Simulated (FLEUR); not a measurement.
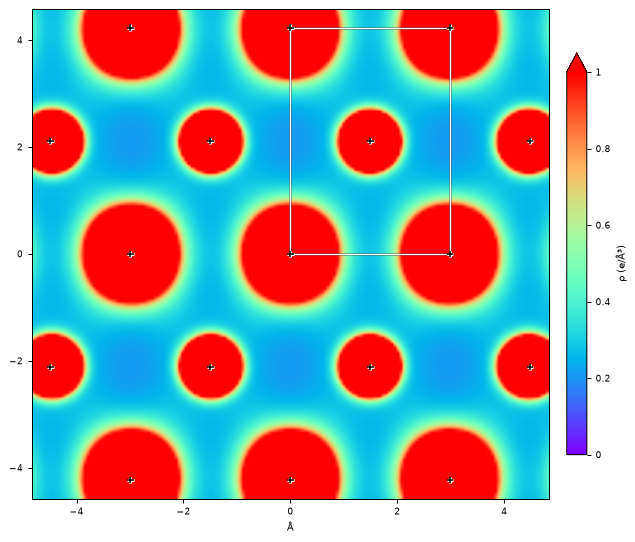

The total electron density on a plane through atoms (crosses mark nuclei in the plane).

The calculation used Kohn-Sham DFT of a periodic cell, PBE, all-electron (FLEUR).

Candidates:
A. Co, a = 2.49 Å, b = 2.49 Å, c = 4.06 Å, α = 90.00°, β = 90.00°, γ = 120.00°. Space group P-3m1; a structure from a database of computed crystals, not necessarily the ambient phase; not relaxed (largest force 0.5 eV/Å); spin-polarised.
B. AlRu, a = 2.99 Å, b = 2.99 Å, c = 2.99 Å, α = 90.00°, β = 90.00°, γ = 90.00°. Space group Pm-3m.

Which candidate gave the map?

Answer. Candidate B: AlRu on the (110) plane of the conventional cell, which holds Ru and Al. Al–Ru (2.59 Å): the density is about 0.36 e/Å³ at the midpoint, with its minimum of 0.28 e/Å³ about 0.9 Å from Al.
